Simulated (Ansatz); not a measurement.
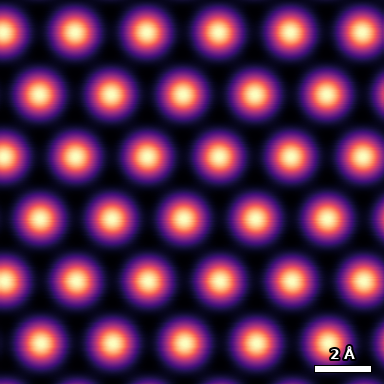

HAADF-like image of Lu (Pm-3m, No. 221). Simulation: incoherent imaging, intensity Z^1.7 per atom, probe width 1.30 Å, thin sample. The probe carries 15 % of its weight in a tail 2.5 times as wide. A slight drift was added. Model: a calculation's starting geometry; the starting structure was generated, so it need not be a known form of this composition.

```cif
data_structure
_symmetry_space_group_name_H-M 'Pm-3m'
_symmetry_Int_Tables_number 221
_cell_length_a 3.2072
_cell_length_b 3.2072
_cell_length_c 3.2072
_cell_angle_alpha 90.000
_cell_angle_beta 90.000
_cell_angle_gamma 90.000
_cell_volume 32.99
loop_
_atom_site_label
_atom_site_type_symbol
_atom_site_symmetry_multiplicity
_atom_site_Wyckoff_symbol
_atom_site_fract_x
_atom_site_fract_y
_atom_site_fract_z
_atom_site_occupancy
Lu1 Lu 1 a 0.00000 0.00000 0.00000 1
```

> Which beam direction gives this image, [110], [111], [211] or [210]? (Directions equivalent by symmetry count as one.)

[111]. The projected cells are 2.27 × 3.21 Å, 90° for [110]; 2.62 × 2.62 Å, 120° for [111]; 1.85 × 2.27 Å, 90° for [211]; 1.43 × 3.21 Å, 90° for [210], and the image repeats as the [111] one does.
